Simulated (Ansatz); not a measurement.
# What a change does: geometry relaxation on MgO

System: MgO (Fm-3m, 2 atoms in the cell).
Method of the first run: Kohn-Sham DFT of a periodic cell, PBEsol with D3(BJ), Ansatz PAW, no spin polarisation (Ansatz 0.2.0).

The structure derives from a Materials Project entry. Text and figures count atoms from 1; the logs count them from 0 in places.

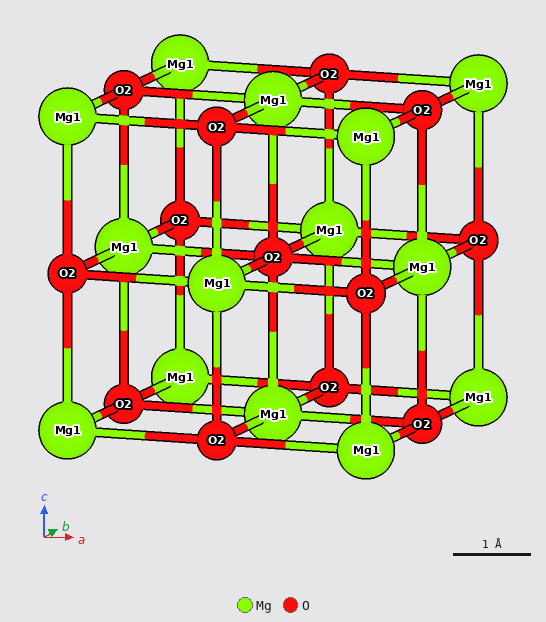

The structure as given in the input (ball-and-stick view of the cell 4 times as large as that of the calculation, set on its symmetry axes, seen slightly off an axis; atoms are numbered from 1 in the order of the input).

**Input, the first run**
```yaml
crystal:
  lattice:
    - [0.0, 2.0970013927, 2.0970013927]
    - [2.0970013927, 0.0, 2.0970013927]
    - [2.0970013927, 2.0970013927, 0.0]
  atoms:
    - { symbol: Mg, position: [0.0, 0.0, 0.0] }
    - { symbol: O, position: [0.5, 0.5, 0.5] }
hamiltonian:
  xc: pbesol
  pseudopotentials: { kind: paw }
  dispersion: d3bj
kpoints:
  mp_grid: { grid: [11, 11, 11] }
scf:
  occupations: { method: fermi_dirac, width: 0.05 }
output:
  forces: true
  stress: true
relax:
  f_tol: 0.01
  max_steps: 40
  cell: { stress_tol: 0.05 }
```

Command:
```bash
ansatz run input.yaml --threads 2 --pin off --max-ram 5632MiB --backend cpu --events-out ev --progress --plain --runs-dir out
```

Hardware: 2 threads of Arm Neoverse V2, 24 GiB of memory available, shared host.

**Output, shortened to warnings, some set-up lines, iterations and results (the first run)**
```
Basis set: ecut = 420 eV, 339 PW (Γ), exchange–correlation on 40×40×40 points (8 copies of the dense FFT grid, shifted against one another)
Symmetry: 48 space group operations
k-points: 56 of 1331
Initial density: superposition of atomic densities (neutral atoms: chi_scale 0, normalization atom), corrected by the library's trained network
[...]
SCF iter   1: F=—  HF=-2476.384862 eV  |F-HF|=—  |Δ(HF+E_count)|=         —  Δρ=1.48e-2  dr2=3.18e-2  ethr=1.77e-3  ⟨swp⟩=5.4  Hψ=3847  notcnv=0
SCF iter   2: F=—  HF=-2476.376082 eV  |F-HF|=—  |Δ(HF+E_count)|=   8.78e-3  Δρ=4.14e-3  dr2=3.08e-3  ethr=1.99e-4  ⟨swp⟩=2.0  Hψ=1322  notcnv=0
SCF iter   3: F=—  HF=-2476.375287 eV  |F-HF|=—  |Δ(HF+E_count)|=   7.95e-4  Δρ=6.65e-4  dr2=4.36e-5  ethr=1.93e-5  ⟨swp⟩=2.1  Hψ=877  notcnv=0
SCF iter   4: F=—  HF=-2476.375266 eV  |F-HF|=—  |Δ(HF+E_count)|=   2.06e-5  Δρ=9.38e-5  dr2=6.62e-7  ethr=2.73e-7  ⟨swp⟩=2.5  Hψ=1094  notcnv=0
SCF iter   5: F=-2476.375266 eV  HF=-2476.375266 eV  |F-HF|=6.06e-8  |Δ(HF+E_count)|=   5.25e-7  Δρ=2.92e-5  dr2=6.68e-8  ethr=4.14e-9  ⟨swp⟩=2.1  Hψ=928  notcnv=0
[... 42 lines ...]
SCF iter   6: F=-2476.376750 eV  HF=-2476.376750 eV  |F-HF|=0.00e0  |Δ(HF+E_count)|=  4.55e-13  Δρ=1.27e-9  dr2=1.15e-16  ethr=1.00e-12  ⟨swp⟩=1.0  Hψ=672  notcnv=0
SCF iter   7: F=-2476.376750 eV  HF=-2476.376750 eV  |F-HF|=4.55e-13  |Δ(HF+E_count)|=    0.00e0  Δρ=2.70e-10  dr2=7.07e-18  ethr=1.00e-12  ⟨swp⟩=1.0  Hψ=672  notcnv=0
SCF iter   8: F=-2476.376750 eV  HF=-2476.376750 eV  |F-HF|=0.00e0  |Δ(HF+E_count)|=  4.55e-13  Δρ=9.91e-11  dr2=9.49e-19  ethr=1.00e-12  ⟨swp⟩=2.0  Hψ=1678  notcnv=0
SCF 6 converged in 8 iterations: F = -2476.376750 eV  dr2 = 9.49e-19
relax step   6: F+E_penalty+E_count = -2476.37674993 eV  Δ(F+E_penalty+E_count) = +1.525e-4 eV  max|allowed force component| = 7.519e-30 eV/Å  Δτ_max = 0.0000 Å  P = -0.004 …
basis re-selected at this cell: Δ(F+E_penalty+E_count) = +1.525e-4 eV, ΔP = -0.003 GPa vs the last step (what re-selecting the basis moved, of the pressure what is left beyond the Pulay correction that the steps carried, after the strain that the cell walked since its last selection, with what the …
SCF converged after 8 iterations
Free energy (F): -2476.376750 eV
Harris-Foulkes:  -2476.376750 eV  (|F-HF|=0.00e0)
Internal energy: -2476.376750 eV  (E = F + TS)
E sigma→0 (E₀):  -2476.376750 eV
Fermi energy:    10.847383 eV
--- Per-component energies (eV) ---
  E_band       = -286.609809
  E_kinetic    = 255.768236
  E_local      = -1584.436920  (includes V_loc(G=0)·N_el)
  E_nonlocal   = 143.799490
  E_hartree    = 546.784659
  E_xc         = -104.176074
  E_vxc        = -134.247013  (∫ρ·V_xc dr)
  E_paw        = -433.034012  (= ΣΔE_a)
  E_vpaw       = -61.065496  (= ΣTr[D̂ρ^β])
  E_aug_tail   = 0.002576  (compensation charges beyond the density's cutoff)
  E_ewald      = -1300.666240
  E_disp       = -0.512615  (pairwise vdW)
  E_core_change = 0.094150  (= ΣΔE_core)
  E_smearing   = -0.000000  (= −TS)
  E_closure    = -0.000000  (closes the sum)
  Σ components = -2476.376750   (vs F -2476.376750, Δ=0.00e0)
--- Forces (eV/Å), atoms counted from 1 ---
  atom   1  Mg    -0.00000000     0.00000000     0.00000000
  atom   2  O      0.00000000    -0.00000000     0.00000000
  max |Σ_I F_I| component: 1.44e-29 eV/Å
--- Stress (GPa, compression-positive) ---
       -0.003793      -0.000000      -0.000000
       -0.000000      -0.003793      -0.000000
       -0.000000      -0.000000      -0.003793
  P = ⅓ Tr σ = -0.0038 GPa (-0.038 kbar)
--- Relaxed structure (4 steps of the walk, 4 accepted, 2 SCFs on fresh bases) ---
  F+E_penalty+E_count = -2476.37674993 eV   max|allowed force component| = 7.519e-30 eV/Å   (the final SCF, on the basis selected at the relaxed cell)
  cell:  # Å, volume = 18.1994 Å³
    - [1.9107645123358472e-35, 2.0877348390352832, 2.0877348390352832]
    - [2.0877348390352832, -5.095372032895584e-35, 2.0877348390352832]
    - [2.0877348390352832, 2.0877348390352832, 5.604909236185149e-34]
  atoms:
    - { symbol: Mg, position: [-1.3154466275257442e-36, 1.315446627514868e-36, 2.272135083897247e-36] }
    - { symbol: O, position: [0.5, 0.5, 0.5] }
```

For the second run the input was changed thus:
```diff
-  xc: pbesol
+  xc: lda
-  dispersion: d3bj
```

How does the second run compare with the first run?

The total energies belong to different models, so their difference says nothing on which is more stable or more accurate. The volume per atom goes from 9.10 to 8.99 Å³. The functional changes from PBEsol to LDA. The SCF takes 44 iterations over all geometry steps against 40.

**Output, shortened to warnings, some set-up lines, iterations and results (the second run)**
```
Basis set: ecut = 420 eV, 339 PW (Γ)
Symmetry: 48 space group operations
k-points: 56 of 1331
Initial density: superposition of atomic densities (neutral atoms: chi_scale 0, normalization atom), corrected by the library's trained network
[...]
SCF iter   1: F=—  HF=-2460.076892 eV  |F-HF|=—  |Δ(HF+E_count)|=         —  Δρ=1.75e-2  dr2=4.49e-2  ethr=1.77e-3  ⟨swp⟩=5.6  Hψ=3867  notcnv=0
SCF iter   2: F=—  HF=-2460.061535 eV  |F-HF|=—  |Δ(HF+E_count)|=   1.54e-2  Δρ=5.39e-3  dr2=5.04e-3  ethr=2.81e-4  ⟨swp⟩=2.0  Hψ=1336  notcnv=0
SCF iter   3: F=—  HF=-2460.059786 eV  |F-HF|=—  |Δ(HF+E_count)|=   1.75e-3  Δρ=9.02e-4  dr2=8.47e-5  ethr=3.15e-5  ⟨swp⟩=2.4  Hψ=884  notcnv=0
SCF iter   4: F=—  HF=-2460.059745 eV  |F-HF|=—  |Δ(HF+E_count)|=   4.15e-5  Δρ=7.62e-5  dr2=7.12e-7  ethr=5.29e-7  ⟨swp⟩=2.1  Hψ=915  notcnv=0
SCF iter   5: F=-2460.059745 eV  HF=-2460.059745 eV  |F-HF|=5.90e-9  |Δ(HF+E_count)|=   1.71e-7  Δρ=1.05e-5  dr2=8.05e-9  ethr=4.45e-9  ⟨swp⟩=2.1  Hψ=884  notcnv=0
[... 48 lines ...]
SCF iter   5: F=-2460.065609 eV  HF=-2460.065609 eV  |F-HF|=4.55e-13  |Δ(HF+E_count)|=  4.55e-13  Δρ=3.00e-8  dr2=9.25e-14  ethr=1.00e-12  ⟨swp⟩=1.0  Hψ=672  notcnv=0
SCF iter   6: F=-2460.065609 eV  HF=-2460.065609 eV  |F-HF|=0.00e0  |Δ(HF+E_count)|=    0.00e0  Δρ=4.07e-9  dr2=1.86e-15  ethr=1.00e-12  ⟨swp⟩=1.0  Hψ=672  notcnv=0
SCF iter   7: F=-2460.065609 eV  HF=-2460.065609 eV  |F-HF|=0.00e0  |Δ(HF+E_count)|=  4.55e-13  Δρ=6.57e-10  dr2=3.18e-17  ethr=1.00e-12  ⟨swp⟩=2.0  Hψ=1846  notcnv=0
SCF 7 converged in 7 iterations: F = -2460.065609 eV  dr2 = 3.18e-17
relax step   7: F+E_penalty+E_count = -2460.06560920 eV  Δ(F+E_penalty+E_count) = +3.584e-5 eV  max|allowed force component| = 5.243e-30 eV/Å  Δτ_max = 0.0000 Å  P = -0.008 …
basis re-selected at this cell: Δ(F+E_penalty+E_count) = +3.584e-5 eV, ΔP = -0.005 GPa vs the last step (what re-selecting the basis moved, of the pressure what is left beyond the Pulay correction that the steps carried, after the strain that the cell walked since its last selection, with what the …
SCF converged after 7 iterations
Free energy (F): -2460.065609 eV
Harris-Foulkes:  -2460.065609 eV  (|F-HF|=0.00e0)
Internal energy: -2460.065609 eV  (E = F + TS)
E sigma→0 (E₀):  -2460.065609 eV
Fermi energy:    10.817067 eV
--- Per-component energies (eV) ---
  E_band       = -287.650462
  E_kinetic    = 255.766042
  E_local      = -1577.290970  (includes V_loc(G=0)·N_el)
  E_nonlocal   = 145.615371
  E_hartree    = 543.379545
  E_xc         = -104.028471
  E_vxc        = -134.275294  (∫ρ·V_xc dr)
  E_paw        = -417.986874  (= ΣΔE_a)
  E_vpaw       = -64.227348  (= ΣTr[D̂ρ^β])
  E_aug_tail   = 0.002646  (compensation charges beyond the density's cutoff)
  E_ewald      = -1305.770300
  E_core_change = 0.247401  (= ΣΔE_core)
  E_smearing   = -0.000000  (= −TS)
  E_closure    = -0.000000  (closes the sum)
  Σ components = -2460.065609   (vs F -2460.065609, Δ=0.00e0)
--- Forces (eV/Å), atoms counted from 1 ---
  atom   1  Mg     0.00000000     0.00000000    -0.00000000
  atom   2  O      0.00000000    -0.00000000    -0.00000000
  max |Σ_I F_I| component: 1.06e-29 eV/Å
--- Stress (GPa, compression-positive) ---
       -0.008091      -0.000000       0.000000
       -0.000000      -0.008091      -0.000000
       -0.000000      -0.000000      -0.008091
  P = ⅓ Tr σ = -0.0081 GPa (-0.081 kbar)
--- Relaxed structure (5 steps of the walk, 5 accepted, 2 SCFs on fresh bases) ---
  F+E_penalty+E_count = -2460.06560920 eV   max|allowed force component| = 5.243e-30 eV/Å   (the final SCF, on the basis selected at the relaxed cell)
  cell:  # Å, volume = 17.9868 Å³
    - [5.769115561464011e-34, 2.0795741972897726, 2.0795741972897726]
    - [2.0795741972897726, -1.3486812849570516e-33, 2.0795741972897726]
    - [2.0795741972897726, 2.0795741972897726, -7.622159062489713e-34]
  atoms:
    - { symbol: Mg, position: [1.1958605703355596e-37, 2.7504793120982458e-36, 4.663856224852438e-36] }
    - { symbol: O, position: [0.5, 0.5, 0.5] }
```

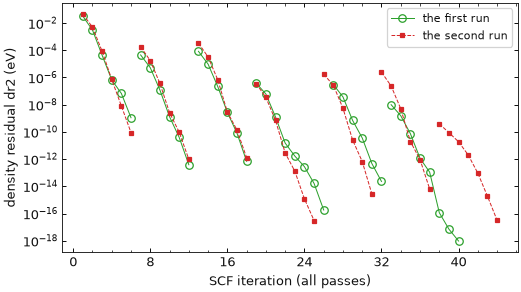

Convergence of the two runs: density residual dr2 against the SCF iteration. A break in a curve parts two SCF passes. The first run takes 40 iterations in all, and the second run takes 44.

**The two runs side by side**

```tsv
quantity	the first run	the second run
outcome	converged	converged
free energy per atom (eV)	−1238.1884	−1230.0328
pressure (GPa)	0.00	−0.01
volume per atom (Å³)	9.10	8.99
largest force (eV/Å)	0.000	0.000
SCF iterations	40	44
irreducible k-points	56	56
```
